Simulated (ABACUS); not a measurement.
# Single-point calculation of CoO (part 2 of 2)

CoO (R-3m, 2 atoms in the cell); Kohn-Sham DFT of a periodic cell, PBE, PseudoDojo NC SR 0.4.1 PBE standard, spin-polarised (ABACUS 3.10.1); cutoff 1360.57 eV, 11×11×11 k-mesh, fermi-dirac of 0.05 eV, collinear spins. The structure derives from a Materials Project entry.

Geometry of the input (Å; fractional positions):
```
1.5055  0.8692  2.4399
-1.5055  0.8692  2.4399
0.0000  -1.7384  2.4399
Co 0.0000  0.0000  0.0000
O  0.5000  0.5000  0.5000
```

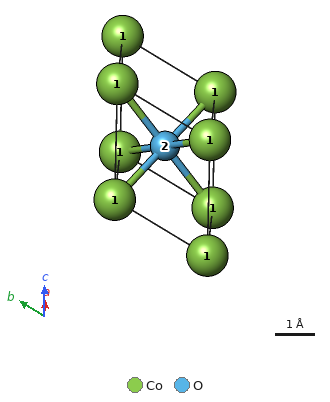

*The input geometry (ball-and-stick view of the cell of the calculation, seen at an oblique angle; atoms are numbered from 1 in the order of the input).*

The program's output, continued
```
 LCAO ALGORITHM --------------- ION=   1  ELEC=   4--------------------------------
          total magnetism (Bohr mag/cell) = 2.99231
       absolute magnetism (Bohr mag/cell) = 3.01062
                        nelec for spin up = 12.9962
                      nelec for spin down = 10.0038

 Density error is 0.00844682991137
----------------------------------------------------------
     Energy           Rydberg                 eV
----------------------------------------------------------
 E_KohnSham     -339.0588988635      -4613.1329821490
 E_Harris       -339.2966615913      -4616.3679100190
 E_Fermi        1.0599668715         14.4215891434
----------------------------------------------------------

 LCAO ALGORITHM --------------- ION=   1  ELEC=   5--------------------------------
          total magnetism (Bohr mag/cell) = 2.97359
       absolute magnetism (Bohr mag/cell) = 2.99011
                        nelec for spin up = 12.9868
                      nelec for spin down = 10.0132

 Density error is 0.00439645501419
----------------------------------------------------------
     Energy           Rydberg                 eV
----------------------------------------------------------
 E_KohnSham     -339.0591352348      -4613.1361981458
 E_Harris       -338.9123493568      -4611.1390738191
 E_Fermi        1.0543525593         14.3452025069
----------------------------------------------------------

 LCAO ALGORITHM --------------- ION=   1  ELEC=   6--------------------------------
          total magnetism (Bohr mag/cell) = 2.97204
       absolute magnetism (Bohr mag/cell) = 2.98833
                        nelec for spin up = 12.986
                      nelec for spin down = 10.014

 Density error is 0.00121974727324
----------------------------------------------------------
     Energy           Rydberg                 eV
----------------------------------------------------------
 E_KohnSham     -339.0591346869      -4613.1361906920
 E_Harris       -338.9781513173      -4612.0343554220
 E_Fermi        1.0543772697         14.3455387098
----------------------------------------------------------

 LCAO ALGORITHM --------------- ION=   1  ELEC=   7--------------------------------
          total magnetism (Bohr mag/cell) = 2.98058
       absolute magnetism (Bohr mag/cell) = 2.99722
                        nelec for spin up = 12.9903
                      nelec for spin down = 10.0097

 Density error is 0.000462486505726
----------------------------------------------------------
     Energy           Rydberg                 eV
----------------------------------------------------------
 E_KohnSham     -339.0591525794      -4613.1364341315
 E_Harris       -339.0767272127      -4613.3755492846
 E_Fermi        1.0561413308         14.3695399927
----------------------------------------------------------

 LCAO ALGORITHM --------------- ION=   1  ELEC=   8--------------------------------
          total magnetism (Bohr mag/cell) = 2.98036
       absolute magnetism (Bohr mag/cell) = 2.99705
                        nelec for spin up = 12.9902
                      nelec for spin down = 10.0098

 Density error is 0.000179847695642
----------------------------------------------------------
     Energy           Rydberg                 eV
----------------------------------------------------------
 E_KohnSham     -339.0591536893      -4613.1364492317
 E_Harris       -339.0527932442      -4613.0499109364
 E_Fermi        1.0559141034         14.3664484054
----------------------------------------------------------

 LCAO ALGORITHM --------------- ION=   1  ELEC=   9--------------------------------
          total magnetism (Bohr mag/cell) = 2.98046
       absolute magnetism (Bohr mag/cell) = 2.99718
                        nelec for spin up = 12.9902
                      nelec for spin down = 10.0098

 Density error is 0.000110372694309
----------------------------------------------------------
     Energy           Rydberg                 eV
----------------------------------------------------------
 E_KohnSham     -339.0591537549      -4613.1364501247
 E_Harris       -339.0564617531      -4613.0998235610
 E_Fermi        1.0559688415         14.3671931552
----------------------------------------------------------

 LCAO ALGORITHM --------------- ION=   1  ELEC=  10--------------------------------
          total magnetism (Bohr mag/cell) = 2.98042
       absolute magnetism (Bohr mag/cell) = 2.99711
                        nelec for spin up = 12.9902
                      nelec for spin down = 10.0098

 Density error is 3.52187398239e-05
----------------------------------------------------------
     Energy           Rydberg                 eV
----------------------------------------------------------
 E_KohnSham     -339.0591537674      -4613.1364502949
 E_Harris       -339.0587897651      -4613.1314977891
 E_Fermi        1.0560130860         14.3677951317
----------------------------------------------------------

 LCAO ALGORITHM --------------- ION=   1  ELEC=  11--------------------------------
          total magnetism (Bohr mag/cell) = 2.98043
       absolute magnetism (Bohr mag/cell) = 2.99713
                        nelec for spin up = 12.9902
                      nelec for spin down = 10.0098

 Density error is 2.01309622523e-05
----------------------------------------------------------
     Energy           Rydberg                 eV
----------------------------------------------------------
 E_KohnSham     -339.0591537720      -4613.1364503567
 E_Harris       -339.0585248103      -4613.1278928950
 E_Fermi        1.0560165588         14.3678423823
----------------------------------------------------------

 LCAO ALGORITHM --------------- ION=   1  ELEC=  12--------------------------------
          total magnetism (Bohr mag/cell) = 2.98043
       absolute magnetism (Bohr mag/cell) = 2.99713
                        nelec for spin up = 12.9902
                      nelec for spin down = 10.0098

 Density error is 8.27965258545e-06
----------------------------------------------------------
     Energy           Rydberg                 eV
----------------------------------------------------------
 E_KohnSham     -339.0591537726      -4613.1364503662
 E_Harris       -339.0589217257      -4613.1332932060
 E_Fermi        1.0560236851         14.3679393399
----------------------------------------------------------

 LCAO ALGORITHM --------------- ION=   1  ELEC=  13--------------------------------
          total magnetism (Bohr mag/cell) = 2.98043
       absolute magnetism (Bohr mag/cell) = 2.99713
                        nelec for spin up = 12.9902
                      nelec for spin down = 10.0098

 Density error is 3.11124919303e-06
----------------------------------------------------------
     Energy           Rydberg                 eV
----------------------------------------------------------
 E_KohnSham     -339.0591537726      -4613.1364503659
 E_Harris       -339.0590625754      -4613.1352095644
 E_Fermi        1.0560278355         14.3679958099
----------------------------------------------------------

 LCAO ALGORITHM --------------- ION=   1  ELEC=  14--------------------------------
          total magnetism (Bohr mag/cell) = 2.98043
       absolute magnetism (Bohr mag/cell) = 2.99713
                        nelec for spin up = 12.9902
                      nelec for spin down = 10.0098

 Density error is 2.10191052228e-06
----------------------------------------------------------
     Energy           Rydberg                 eV
----------------------------------------------------------
 E_KohnSham     -339.0591537728      -4613.1364503689
 E_Harris       -339.0591281561      -4613.1361018357
 E_Fermi        1.0560289779         14.3680113525
----------------------------------------------------------

 LCAO ALGORITHM --------------- ION=   1  ELEC=  15--------------------------------
          total magnetism (Bohr mag/cell) = 2.98042
       absolute magnetism (Bohr mag/cell) = 2.99713
                        nelec for spin up = 12.9902
                      nelec for spin down = 10.0098

 Density error is 1.19889339457e-06
----------------------------------------------------------
     Energy           Rydberg                 eV
----------------------------------------------------------
 E_KohnSham     -339.0591537728      -4613.1364503686
 E_Harris       -339.0591356297      -4613.1362035188
 E_Fermi        1.0560296087         14.3680199347
----------------------------------------------------------

 LCAO ALGORITHM --------------- ION=   1  ELEC=  16--------------------------------
          total magnetism (Bohr mag/cell) = 2.98042
       absolute magnetism (Bohr mag/cell) = 2.99713
                        nelec for spin up = 12.9902
                      nelec for spin down = 10.0098

 Density error is 3.00095848499e-07
----------------------------------------------------------
     Energy           Rydberg                 eV
----------------------------------------------------------
 E_KohnSham     -339.0591537727      -4613.1364503672
 E_Harris       -339.0591486107      -4613.1363801350
 E_Fermi        1.0560299554         14.3680246515
----------------------------------------------------------

 LCAO ALGORITHM --------------- ION=   1  ELEC=  17--------------------------------
          total magnetism (Bohr mag/cell) = 2.98042
       absolute magnetism (Bohr mag/cell) = 2.99713
                        nelec for spin up = 12.9902
                      nelec for spin down = 10.0098

 Density error is 1.37646145152e-07
----------------------------------------------------------
     Energy           Rydberg                 eV
----------------------------------------------------------
 E_KohnSham     -339.0591537728      -4613.1364503680
 E_Harris       -339.0591501553      -4613.1364011492
 E_Fermi        1.0560299546         14.3680246419
----------------------------------------------------------

 LCAO ALGORITHM --------------- ION=   1  ELEC=  18--------------------------------
          total magnetism (Bohr mag/cell) = 2.98042
       absolute magnetism (Bohr mag/cell) = 2.99713
                        nelec for spin up = 12.9902
                      nelec for spin down = 10.0098

 Density error is 1.01305023293e-07
----------------------------------------------------------
     Energy           Rydberg                 eV
----------------------------------------------------------
 E_KohnSham     -339.0591537727      -4613.1364503674
 E_Harris       -339.0591540654      -4613.1364543488
 E_Fermi        1.0560300246         14.3680255941
----------------------------------------------------------

 LCAO ALGORITHM --------------- ION=   1  ELEC=  19--------------------------------
          total magnetism (Bohr mag/cell) = 2.98042
       absolute magnetism (Bohr mag/cell) = 2.99713
                        nelec for spin up = 12.9902
                      nelec for spin down = 10.0098

 Density error is 6.47125039819e-08
----------------------------------------------------------
     Energy           Rydberg                 eV
----------------------------------------------------------
 E_KohnSham     -339.0591537728      -4613.1364503687
 E_KS(sigma->0) -339.0580028693      -4613.1207915227
 E_Harris       -339.0591529719      -4613.1364394712
 E_band         -21.7694553583       -296.1886352289
 E_one_elec     -152.1359367265      -2069.9156100474
 E_Hartree      90.9121939401        1236.9238552665
 E_xc           -64.4897498931       -877.4280611405
 E_Ewald        -213.3433592863      -2902.6853167553
 E_entropy(-TS) -0.0023018071        -0.0313176920
 E_descf        0.0000000000         0.0000000000
 E_exx          0.0000000000         0.0000000000
 E_Fermi        1.0560300224         14.3680255638
----------------------------------------------------------

 charge density convergence is achieved
 final etot is -4613.1364504 eV
 EFERMI = 14.368025564 eV
The vacuum level is 10.384111865 eV

 STATE ENERGY(eV) AND OCCUPATIONS    NSPIN == 2
SPIN UP :
 1/146 kpoint (Cartesian) = 0.0000 0.0000 0.0000 (538 pws)
       1       -82.3976    0.000751315
       2       -45.7553    0.000751315
       3       -45.7553    0.000751315
       4       -45.7442    0.000751315
       5       -5.95506    0.000751315
       6        10.9240    0.000751315
       7        10.9240    0.000751315
       8        11.0821    0.000751315
       9        11.0821    0.000751315
      10        11.1166    0.000751315
      11        11.1166    0.000751315
      12        11.1314    0.000751315
      13        11.1593    0.000751315
      14        15.4762    1.78091e-13
      15        32.5348        0.00000
      16        32.5348        0.00000
      17        32.7447        0.00000

 2/146 kpoint (Cartesian) = 0.030193 0.017432 0.012420 (549 pws)
       1       -82.3973     0.00450789
       2       -45.7581     0.00450789
       3       -45.7557     0.00450789
       4       -45.7449     0.00450789
       5       -5.86859     0.00450789
       6        10.1695     0.00450789
       7        10.1945     0.00450789
       8        10.2125     0.00450789
       9        11.1561     0.00450789
      10        11.1805     0.00450789
      11        11.4810     0.00450789
      12        11.8871     0.00450789
      13        11.9113     0.00450789
      14        16.0435    1.26117e-17
      15        29.8674        0.00000
      16        32.2361        0.00000
      17        32.4156        0.00000

 3/146 kpoint (Cartesian) = 0.060386 0.034864 0.024839 (554 pws)
       1       -82.3964     0.00450789
       2       -45.7661     0.00450789
       3       -45.7567     0.00450789
       4       -45.7464     0.00450789
       5       -5.62759     0.00450789
       6        8.93919     0.00450789
       7        9.42911     0.00450789
       8        9.46763     0.00450789
       9        11.3075     0.00450789
      10        11.3338     0.00450789
      11        11.6950     0.00450789
      12        12.7236     0.00450789
      13        12.7369     0.00450789
      14        17.2204    7.56371e-28
      15        27.4268        0.00000
      16        31.1128        0.00000
      17        31.2466        0.00000

 4/146 kpoint (Cartesian) = 0.090579 0.052296 0.037259 (558 pws)
       1       -82.3953     0.00450789
       2       -45.7768     0.00450789
       3       -45.7581     0.00450789
       4       -45.7482     0.00450789
       5       -5.28869     0.00450789
       6        7.68589     0.00450789
       7        8.83074     0.00450789
       8        8.87315     0.00450789
       9        11.5125     0.00450789
      10        11.5412     0.00450789
      11        11.9363     0.00450789
      12        13.4571     0.00450789
      13        13.4604     0.00450789
      14        18.3798    6.43529e-38
      15        25.4853        0.00000
      16        29.6761        0.00000
      17        29.7884        0.00000

 5/146 kpoint (Cartesian) = 0.12077 0.069728 0.049679 (552 pws)
       1       -82.3942     0.00450789
       2       -45.7867     0.00450789
       3       -45.7594     0.00450789
       4       -45.7496     0.00450789
       5       -4.94843     0.00450789
       6        6.69106     0.00450789
       7        8.41199     0.00450789
       8        8.45680     0.00450789
       9        11.7082     0.00450789
      10        11.7387     0.00450789
      11        12.2013     0.00450789
      12        14.0068     0.00450460
      13        14.0120     0.00450425
      14        19.1421    1.53669e-44
      15        24.2278    1.02946e-88
      16        28.5143        0.00000
      17        28.6193        0.00000

 6/146 kpoint (Cartesian) = 0.15096 0.087159 0.062098 (554 pws)
       1       -82.3936     0.00450789
       2       -45.7927     0.00450789
       3       -45.7602     0.00450789
       4       -45.7505     0.00450789
       5       -4.72995     0.00450789
       6        6.13483     0.00450789
       7        8.19684     0.00450789
       8        8.24279     0.00450789
       9        11.8279     0.00450789
      10        11.8595     0.00450789
      11        12.3907     0.00450789
      12        14.3050     0.00351230
      13        14.3152     0.00334472
      14        19.3934    1.01010e-46
      15        23.7201    2.64724e-84
      16        27.8763        0.00000
      17        27.9791        0.00000

[... levels at 286 further k points ...]

-------------------------------------------------
 Total Magnetism (uB)
-------------------------------------------------
                        Co1         2.6753842613
                         O1         0.3050400177
-------------------------------------------------

 correction force for each atom along direction 1 is 5.15378e-15
 correction force for each atom along direction 2 is -1.97023e-14
 correction force for each atom along direction 3 is -3.26695e-14
------------------------------------------------------------------------------------------
 TOTAL-FORCE (eV/Angstrom)
------------------------------------------------------------------------------------------
                       Co1         0.0000000000         0.0000000000         0.0000000000
                        O1         0.0000000000         0.0000000000         0.0000000000
------------------------------------------------------------------------------------------

----------------------------------------------------------------
 TOTAL-STRESS (KBAR)
----------------------------------------------------------------
         9.0693233484        -0.0000000000        -0.0000000000
         0.0000000000         9.0693233478         0.0000000000
         0.0000000000         0.0000000000         5.8841324389
----------------------------------------------------------------
 TOTAL-PRESSURE: 8.007593 KBAR

 --------------------------------------------
 !FINAL_ETOT_IS -4613.1364503686609169 eV
 --------------------------------------------
```

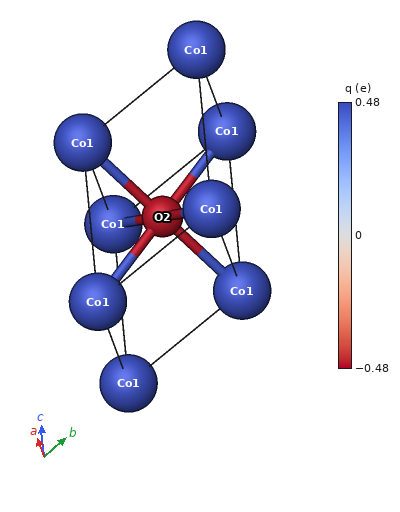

*Mulliken charges, as the colour of each atom (ball-and-stick view of the cell of the calculation, seen at an oblique angle; atoms are numbered from 1 in the order of the input).*

By element: Co +0.46 and O −0.46 e.

Key numbers

```tsv
quantity	value
outcome	converged
space group (tolerance 0.01 Å)	R-3m (166)
electrons treated	23
free energy	−4613.1365 eV
Fermi energy	14.368 eV
gap on the k-point mesh	none (metallic)
net moment of the cell	2.98 μB
integrated absolute moment	3.00 μB
pressure	0.80 GPa
largest force (length of the vector)	under 0.001 eV/Å
wall time	32 s (CPU time 2.1 min)
peak memory	0.52 GiB
```

Notes

Points of doubt noted for this run: home made orbitals.
